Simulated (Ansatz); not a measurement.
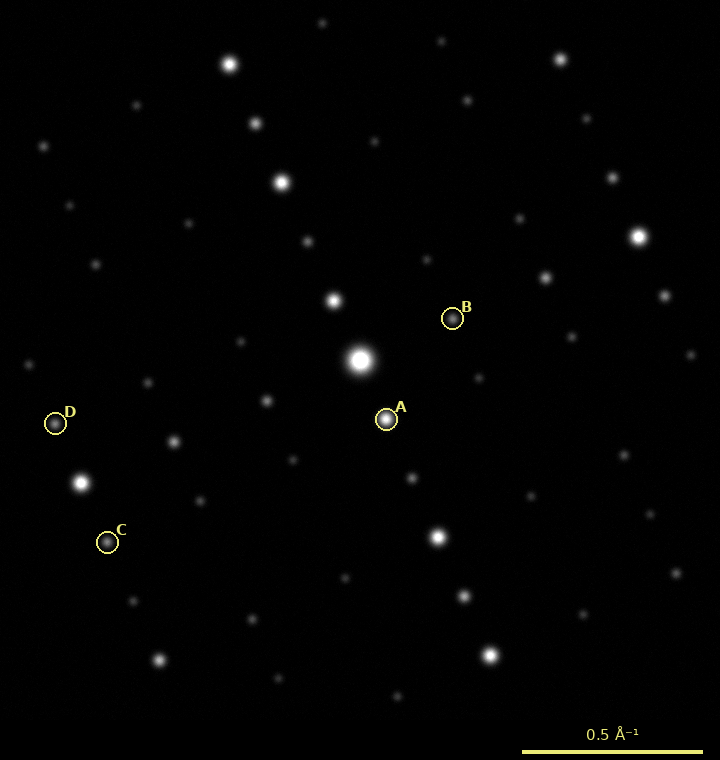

Kinematic zone-axis pattern, calculated for 80 keV electrons with B = 0.3 Å². The zone axis points towards the electron source and the pattern is seen from the source side.

Ir, space group R-3m (No. 166), a = 7.082 Å, c = 16.700 Å (hexagonal axes). Structure: coordinates from a relaxation with DFT PBE, scalar-relativistic, plane waves, PAW (Ansatz); the starting structure was generated, so it need not be a known form of this composition.

Spot A is indexed 0 0 -3 and spot B -1 2 0.

### Index the other marked spots.

C = A − 3B = 3 -6 -3 (d = 1.155 Å). D = −A − 3B = 3 -6 3 (d = 1.155 Å).

### Find the zone axis.

The cross product of A and B is parallel to [210]; every spot obeys hu + kv + lw = 0.

### What are the spacings of A and B and the angle between them?

d(A) = 5.567 Å, d(B) = 3.541 Å, and the angle is 90.0°.
